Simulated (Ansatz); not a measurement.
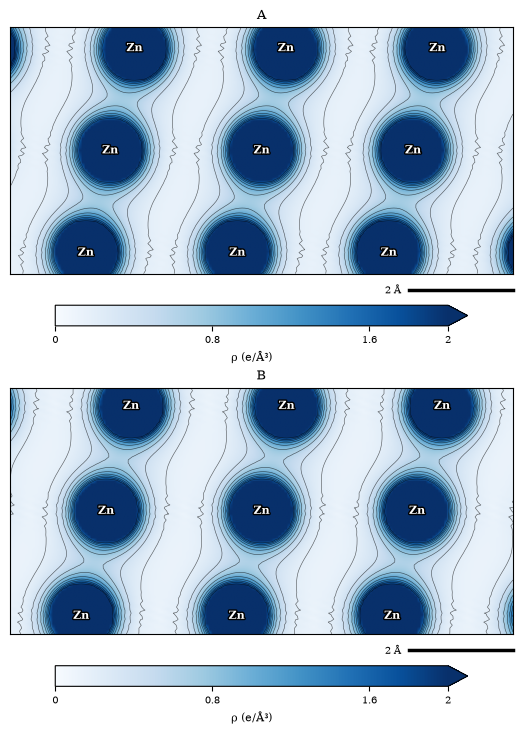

Zn. The valence electron density of two cells that differ in size, on the (101̄) plane of each (indices in the axes of the calculation cell), at one length scale and on one colour scale: B has 15.1 Å³ an atom and A 13.9.

These are results of DFT PBEsol, scalar-relativistic, plane waves, PAW (Ansatz), not measurements.

The density is the valence pseudo-density of a PAW calculation; it isn't the true density close to the nuclei.

The larger cell:

```cif
data_structure
_symmetry_space_group_name_H-M 'P 1'
_symmetry_Int_Tables_number 1
_cell_length_a 2.9826
_cell_length_b 2.9826
_cell_length_c 2.9826
_cell_angle_alpha 114.818
_cell_angle_beta 114.818
_cell_angle_gamma 114.818
_cell_volume 15.09
loop_
_atom_site_label
_atom_site_type_symbol
_atom_site_fract_x
_atom_site_fract_y
_atom_site_fract_z
_atom_site_occupancy
Zn1 Zn 0.00000 0.00000 0.00000 1
```

The smaller cell: a = 2.905 Å, b = 2.905 Å, c = 2.905 Å, α = 114.82°, β = 114.82°, γ = 114.82°.

Question: What changes from the larger cell to the smaller?

Answer: From the larger cell to the smaller, Zn–Zn goes from 2.07 to 2.02 Å, and the density at its midpoint from 0.64 to 0.71 e/Å³; the pressure goes from 25 to 38 GPa.
